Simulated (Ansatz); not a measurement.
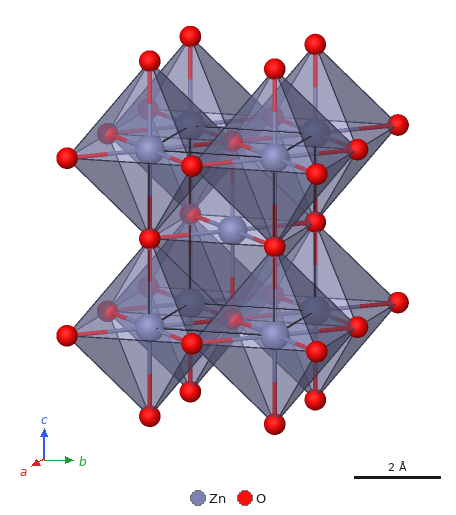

View slightly off an axis, drawn as a polyhedral model. The frame is the conventional unit cell; atoms at its boundary are shown with their periodic copies. Some atoms of the next cells are drawn as well.

ZnO, space group I4/mmm (No. 139), a = 3.07 Å, b = 3.07 Å, c = 4.23 Å, α = 90.00°, β = 90.00°, γ = 90.00°.

Run with DFT LDA, scalar-relativistic, plane waves, PAW in Ansatz 0.2.0 and these settings: wavefunction cutoff 420 eV, k-points about 0.21 Å⁻¹ apart, Gaussian smearing of 0.05 eV, no spin polarisation.

> What is the band gap, if any?

A semiconductor at this level, with a gap of 0.74 eV on the k-mesh (the true edges may lie between mesh points, so the gap can be somewhat smaller).

> What pressure does the calculation give for this cell?

The computed pressure is -11.2 GPa (stretched: it would shrink).

The structure comes from a structure listed in the Materials Project. The cell was then strained or its atoms displaced on purpose. It was run through Ansatz as a DFT input.

At this level of theory the cell isn't at rest (stretched, at -11 GPa), so its distances can differ from those at equilibrium, the more so the softer the solid.
